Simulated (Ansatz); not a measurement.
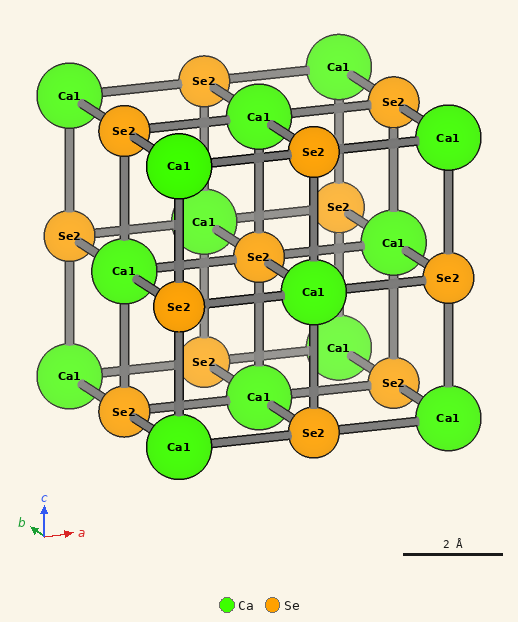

The structure as given in the input (ball-and-stick view of the cell 4 times as large as that of the calculation, set on its symmetry axes, seen slightly off an axis; atoms are numbered from 1 in the order of the input). An atom can appear more than once, as a periodic image. Near neighbours in the periodic cell (some may lie outside the picture): Ca has 6 Se at 2.96 Å; Se has 6 Ca at 2.96 Å.

Run report: CaSe, band-structure calculation

System: CaSe (Fm-3m, 2 atoms in the cell).
Method: DFT, LDA, PAW with Ansatz's default frozen-core files, scalar-relativistic, no spin polarisation (Ansatz 0.2.0).

The structure derives from an entry of the Crystallography Open Database. It belongs to a series of runs on one base structure; here: functional lda, PAW files. Figures and captions count atoms from 1; the log counts them from 0 in places.

### Input
```yaml
crystal:
  lattice:
    - [0.0, 2.956, 2.956]
    - [2.956, 0.0, 2.956]
    - [2.956, 2.956, 0.0]
  atoms:
    - { symbol: Ca, position: [0.0, 0.0, 0.0] }
    - { symbol: Se, position: [0.5, 0.5, 0.5] }
kpoints:
  mp_grid: { grid: [7, 7, 7] }
  band_path:
    path:
      - [0.0, 0.0, 0.0]
      - [0.5, 0.0, 0.5]
      - [0.625, 0.25, 0.625]
      - [0.375, 0.375, 0.75]
      - [0.0, 0.0, 0.0]
      - [0.5, 0.5, 0.5]
      - [0.5, 0.25, 0.75]
      - [0.5, 0.0, 0.5]
    npoints: 5
scf:
  occupations: { method: fermi_dirac, width: 0.02 }
hamiltonian:
  xc: lda
  pseudopotentials: { kind: paw }
output:
  forces: true
  stress: true
  eigenvalues: true
  efg: { contact_densities: true }
  write_density: true
  write_potential: true
  elf: true
  volumetric_format: npy
```

Command:
```bash
ansatz run input.yaml --threads 1 --pin off --max-ram 2048MiB --backend cpu --events-out ev --progress --plain --runs-dir out
```

### Log
```
Engine: ansatz 0.2.0, x86_64-unknown-linux-gnu
Pseudopotentials: kind: paw
Pseudopotential: Ca, paw, valence charge 10, recommended cutoff 420 eV (normal), Ca.paw.azcp
Pseudopotential: Se, paw, valence charge 16, recommended cutoff 420 eV (normal), Se.paw.azcp
Functional definition: SPW92
  exchange = slater_x
  correlation = pw_c
Crystal: 2 atoms, lattice volume = 51.659 Å³
Basis set: ecut = 420 eV, 965 PW (Γ)
Bands: 17, of which v1, the nominal top of the filled ones, is band 13 counted from 1 (12 counted from 0)
Symmetry: 48 space group operations
Space group: Fm-3m (ITA 225), of the structure as read, at distance tolerance 3.7e-5 Å
k-points: 20 of 343
Non-local potential: Ca, projectors of the file, l = 0: 3, l = 1: 2, l = 2: 2
Non-local potential: Se, projectors of the file, l = 0: 2, l = 1: 2, l = 2: 3, l = 3: 1
PAW form: soft (Blöchl's): semilocal exchange-correlation on the pseudo side does not see the compensation charge
PAW frozen core: Ca, regenerated for the run's functional, and the local potential with it (the file was generated under x = pbe(κ = 0.804, μ = 0.2195149727645171), c = pbe(β = 0.06672455060314922))
PAW frozen core: Se, regenerated for the run's functional, and the local potential with it (the file was generated under x = pbe(κ = 0.804, μ = 0.2195149727645171), c = pbe(β = 0.06672455060314922))
PAW one-centre angular grid: Ca, 110 points (default); XC on 64 Gauss nodes
PAW one-centre angular grid: Se, 590 points (default); XC on 64 Gauss nodes
Initial density: superposition of atomic densities (neutral atoms: chi_scale 0, normalization atom), corrected by the library's trained network
Initial wavefunctions: pseudopotential atomic-orbital guess
Functional: x = slater, c = lda
SCF iter   1: F=—  HF=-7160.061132 eV  |F-HF|=—  |Δ(HF+E_count)|=         —  Δρ=4.73e-3  dr2=6.09e-3  ethr=1.77e-3  ⟨swp⟩=7.0  Hψ=1997  notcnv=0
preconditioner: auto → none  [insulator: Δε(μ)=1.920 eV  Ē_g=8.803 eV  σ=0.020 eV  W_gap=1.00  n_scr=14 (ndim 8)  ℏωp=14.6 eV  f_vac=0.000  D(μ)=0.00/eV (n_scr^D=0)  ε∞_Penn≈3.8]
SCF iter   2: F=—  HF=-7160.059870 eV  |F-HF|=—  |Δ(HF+E_count)|=   1.26e-3  Δρ=2.25e-3  dr2=1.27e-3  ethr=2.34e-5  ⟨swp⟩=2.9  Hψ=737  notcnv=0
SCF iter   3: F=—  HF=-7160.059787 eV  |F-HF|=—  |Δ(HF+E_count)|=   8.29e-5  Δρ=5.63e-4  dr2=1.87e-4  ethr=4.90e-6  ⟨swp⟩=2.0  Hψ=457  notcnv=0
SCF iter   4: F=—  HF=-7160.059719 eV  |F-HF|=—  |Δ(HF+E_count)|=   6.77e-5  Δρ=1.22e-4  dr2=5.51e-6  ethr=7.20e-7  ⟨swp⟩=2.2  Hψ=579  notcnv=0
SCF iter   5: F=—  HF=-7160.059720 eV  |F-HF|=—  |Δ(HF+E_count)|=   7.03e-7  Δρ=1.77e-5  dr2=7.53e-8  ethr=2.12e-8  ⟨swp⟩=2.0  Hψ=600  notcnv=0
SCF iter   6: F=-7160.059720 eV  HF=-7160.059720 eV  |F-HF|=3.39e-9  |Δ(HF+E_count)|=   2.16e-8  Δρ=5.06e-6  dr2=7.01e-9  ethr=2.90e-10  ⟨swp⟩=5.3  Hψ=1929  notcnv=0
SCF 1 converged in 6 iterations: F = -7160.059720 eV  dr2 = 7.01e-9
  greatest PAW one-centre occupation: 1.000 electrons in one spin orbital (limit 2), on the Se atom at site 1 (counted from 0), in its partial waves of l = 2
```

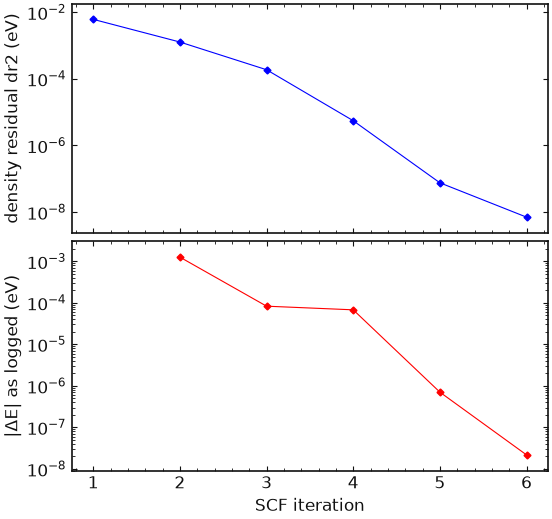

Convergence of the self-consistent field: density residual dr2 and size of the energy change against the SCF iteration. The residual falls at every step.

```
NSCF: frozen V_eff on 36 k-points
SCF converged after 6 iterations
Free energy (F): -7160.059720 eV
Harris-Foulkes:  -7160.059720 eV  (|F-HF|=3.39e-9)
Internal energy: -7160.059720 eV  (E = F + TS)
E sigma→0 (E₀):  -7160.059720 eV
Fermi energy:    7.789211 eV
--- Per-component energies (eV) ---
  E_band       = -518.362473
  E_kinetic    = 398.235659
  E_local      = -3212.827716  (includes V_loc(G=0)·N_el)
  E_nonlocal   = -523.250137
  E_hartree    = 1470.615968
  E_xc         = -240.282263
  E_vxc        = -270.429813  (∫ρ·V_xc dr)
  E_paw        = -2642.616802  (= ΣΔE_a)
  E_vpaw       = 148.675119  (= ΣTr[D̂ρ^β])
  E_aug_tail   = -0.000603  (compensation charges beyond the density's cutoff)
  E_ewald      = -2412.434353
  E_core_change = 2.500528  (= ΣΔE_core)
  E_smearing   = -0.000000  (= −TS)
  E_closure    = 0.000000  (closes the sum)
  Σ components = -7160.059720   (vs F -7160.059720, Δ=0.00e0)
--- Forces (eV/Å), atoms counted from 1 ---
  atom   1  Ca    -0.00000000    -0.00000000     0.00000000
  atom   2  Se    -0.00000000     0.00000000    -0.00000000
  max |Σ_I F_I| component: 3.45e-30 eV/Å
--- Stress (GPa, compression-positive) ---
       -3.119839      -0.000000      -0.000000
        0.000000      -3.119839       0.000000
       -0.000000       0.000000      -3.119839
  P = ⅓ Tr σ = -3.1198 GPa (-31.198 kbar)
--- PAW observables at the nuclei: V_zz in 10²¹ V/m², potentials from the cell's mean, atoms counted from 1 ---
  atom   1  Ca V_zz =    +0.000000   η = 0.0000   by run symmetry: forbidden
            electrostatic potential = -2214.060616 V   contact ρ = 40968.120941 e/Å³
  atom   2  Se V_zz =    +0.000000   η = 0.0000   by run symmetry: forbidden
            electrostatic potential = -4709.965690 V   contact ρ = 261614.469357 e/Å³
--- Band table (eV; the first three rows and the last of 20) ---
  k-point 0: bands = ["-39.2590", "-39.2590", "-39.2535", "-39.2535", "-39.2535", "-32.5407", "-13.7762", "-13.7762", "-13.7762", "-5.0455", "6.8276", "6.8276", "6.8276", "9.9221", "10.3837", "10.3837", "10.3837"]
  k-point 1: bands = ["-39.2590", "-39.2590", "-39.2535", "-39.2535", "-39.2535", "-32.5394", "-13.7997", "-13.7777", "-13.7777", "-4.9249", "5.8473", "6.5165", "6.5165", "10.2700", "10.6556", "10.6556", "11.1702"]
  k-point 2: bands = ["-39.2590", "-39.2590", "-39.2535", "-39.2534", "-39.2534", "-32.5363", "-13.8514", "-13.7811", "-13.7811", "-4.6368", "4.4561", "5.9843", "5.9843", "10.4686", "11.3025", "11.3025", "12.6559"]
  k-point 19: bands = ["-39.2592", "-39.2590", "-39.2534", "-39.2534", "-39.2533", "-32.5309", "-13.8422", "-13.8410", "-13.8077", "-4.3778", "4.6502", "4.7158", "5.4060", "10.6631", "11.5607", "12.1391", "12.5280"]
```

### File rho_z.tsv
```
# z_ang	rho[e/angstrom^3]
# format = ansatz-planar-average/11
# lattice	0.000000000	2.956000000	2.956000000
# lattice	2.956000000	0.000000000	2.956000000
# lattice	2.956000000	2.956000000	0.000000000
# sites	2
# site	20	0.000000000	0.000000000	0.000000000
# site	34	2.956000000	2.956000000	2.956000000
0.000000	5.718178e-1
0.139347	5.553765e-1
0.278694	5.080651e-1
0.418042	4.378253e-1
0.557389	3.587308e-1
0.696736	2.873276e-1
0.836083	2.371606e-1
0.975430	2.131498e-1
1.114777	2.145024e-1
1.254125	2.435967e-1
1.393472	3.111429e-1
1.532819	4.389062e-1
1.672166	6.512258e-1
1.811513	9.374832e-1
1.950860	1.208041e0
2.090208	1.322224e0
2.229555	1.208041e0
2.368902	9.374832e-1
2.508249	6.512258e-1
2.647596	4.389062e-1
2.786944	3.111429e-1
2.926291	2.435967e-1
3.065638	2.145024e-1
3.204985	2.131498e-1
3.344332	2.371606e-1
3.483679	2.873276e-1
3.623027	3.587308e-1
3.762374	4.378253e-1
3.901721	5.080651e-1
4.041068	5.553765e-1
```

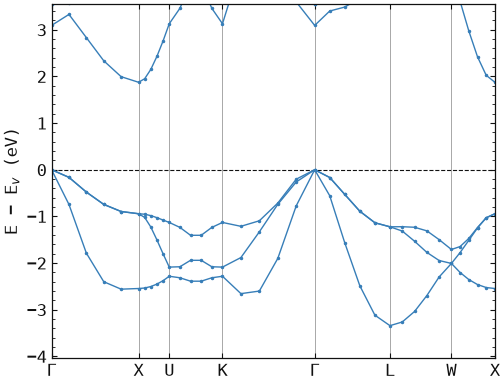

Band structure along Γ–X–U–K–Γ–L–W–X, with energies from the valence-band top. There is a gap of 1.88 eV on this path, indirect, from Γ to X.

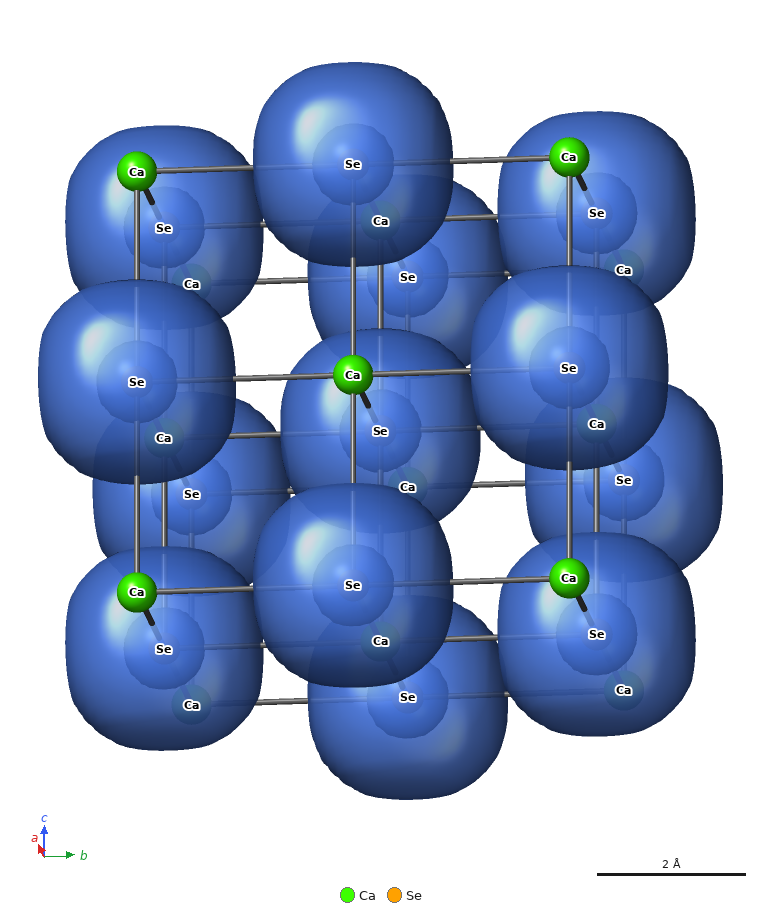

Isosurface of the ELF at 0.65 (blue), seen at an oblique angle. Only the valence region is drawn (cores and ρ < 0.01 e/Å³ removed). Sticks mark near contacts. The outline is the cell set on symmetry axes. Along the contacts the grid gives the following. The fields are those of the smooth PAW valence density.

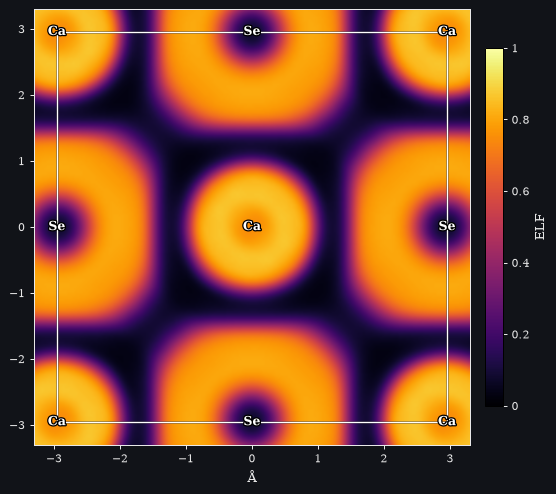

ELF on the (001) plane of the conventional cell. Atoms in the plane: Ca and Se. Ca–Se (2.96 Å): the ELF is about 0.35 at the midpoint (a closed-shell, largely ionic contact). The strong features right at Ca lie inside the PAW spheres (semicore, d or f shells) and say nothing about bonding.

### Results in brief

- outcome: converged
- space group (tolerance 0.01 Å): Fm-3m (225)
- electrons treated: 26
- free energy: −7160.0597 eV
- Fermi energy: 7.789 eV
- gap on the k-point mesh: 1.94 eV
- pressure: −3.12 GPa
- field gradient V_zz (10²¹ V/m²): zero at all sites
- largest force (length of the vector): under 0.001 eV/Å
- hardware: 1 thread of Intel Xeon (Granite Rapids), 32 GiB of memory available, shared host
- wall time: 2.7 s
- peak memory: 0.41 GiB
